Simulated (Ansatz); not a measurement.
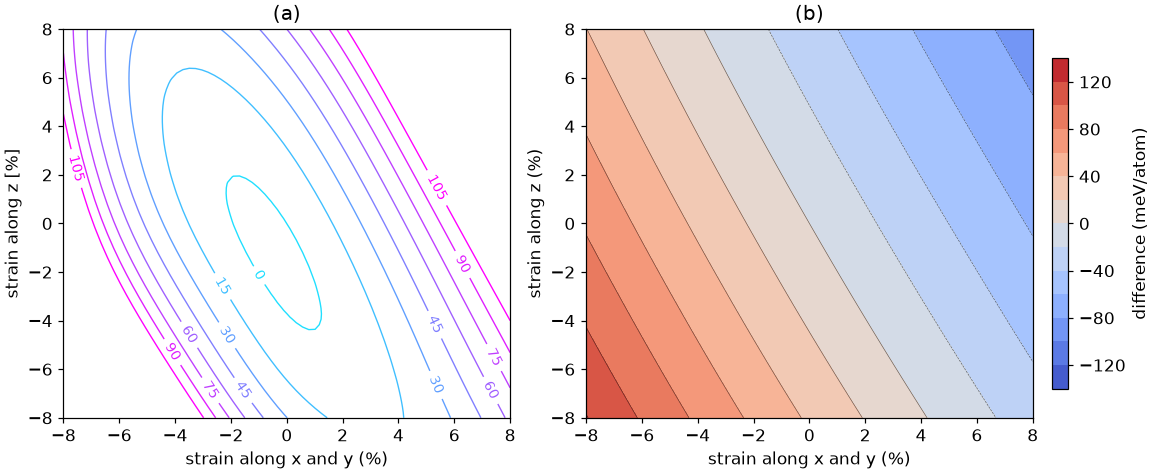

Ag (Fm-3m, No. 225; 1 atom in the cell). 
- The cell is strained homogeneously, by one strain along x and y and another along z, with fractional coordinates fixed (x, y and z along the cube axes).
- The first coordinate is: strain along x and y; the second: strain along z.
- The grid has 5 × 5 points.
- Points are written as (first, second).
- Energies are in meV/atom, from each map's own lowest point.
- The reference cell is the one listed in the database, not relaxed at this level.
- The calculation used Ansatz, DFT PBEsol, scalar-relativistic, plane waves, PAW. Settings: cutoff 420 eV, k-mesh 20×20×20, gaussian smearing 0.15 eV, no spin polarisation.

Panel (a): Ansatz, DFT PBEsol, scalar-relativistic, plane waves, PAW. Panel (b): the map at DFT r2SCAN, scalar-relativistic, plane waves, PAW (Ansatz 0.2.0) less the map of (a), each from its own lowest point.

Question: How does the change of method alter the landscape?

Answer: The difference runs from −89 meV/atom at (8 %, 8 %) to 121 meV/atom at (−8 %, −8 %). The interpolated minimum moves from −0.8 to 0.4 % in strain along x and y and −0.7 to 0.4 % in strain along z.
